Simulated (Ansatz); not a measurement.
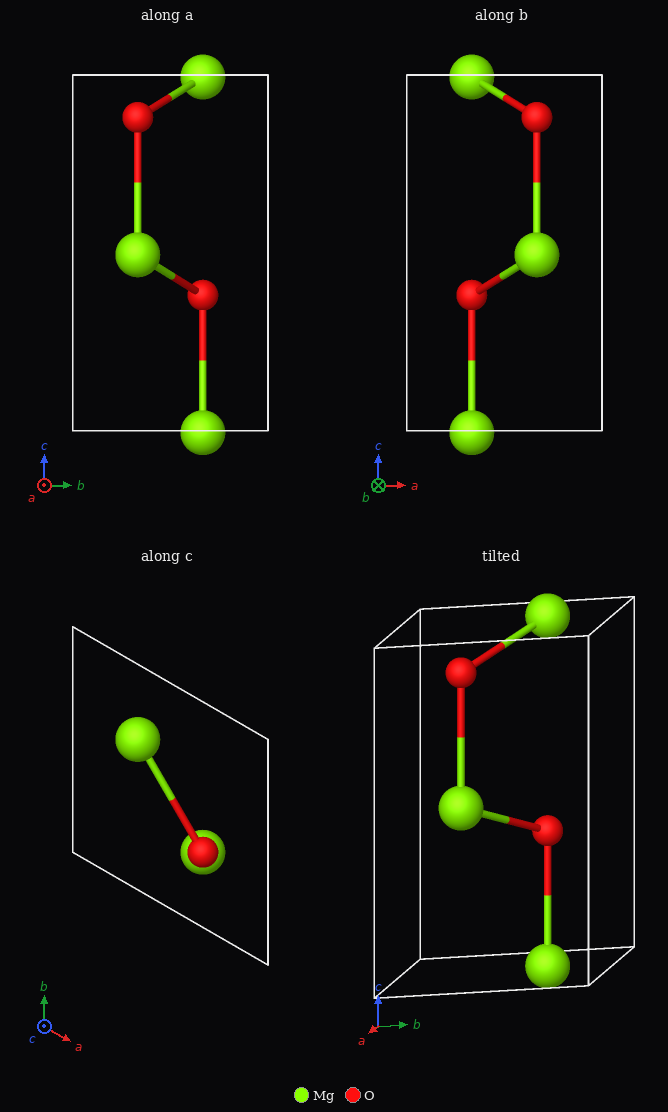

We look at a ball-and-stick model of the crystal along the a axis, along the b axis, along the c axis and slightly off an axis. The conventional unit cell is drawn as a box.

Lattice parameters: a = 3.2882 Å, b = 3.2882 Å, c = 5.1854 Å, α = 90.000°, β = 90.000°, γ = 120.000°.

Q: Express the structure as a CIF in P1 with every atom of the cell, with free fractional coordinates to two decimals.

A:
```cif
data_structure
_symmetry_space_group_name_H-M 'P 1'
_symmetry_Int_Tables_number 1
_cell_length_a 3.2882
_cell_length_b 3.2882
_cell_length_c 5.1854
_cell_angle_alpha 90.000
_cell_angle_beta 90.000
_cell_angle_gamma 120.000
_cell_volume 48.55
loop_
_atom_site_label
_atom_site_type_symbol
_atom_site_fract_x
_atom_site_fract_y
_atom_site_fract_z
_atom_site_occupancy
Mg1 Mg 0.3333 0.6667 0.99 1
Mg2 Mg 0.6667 0.3333 0.49 1
O1 O 0.3333 0.6667 0.38 1
O2 O 0.6667 0.3333 0.88 1
```

The cell started as a structure type filled with these elements by a generator (whether the compound takes this form wasn't checked). The cell was then strained or its atoms displaced on purpose. Ansatz was used for an electronic-structure calculation on it.
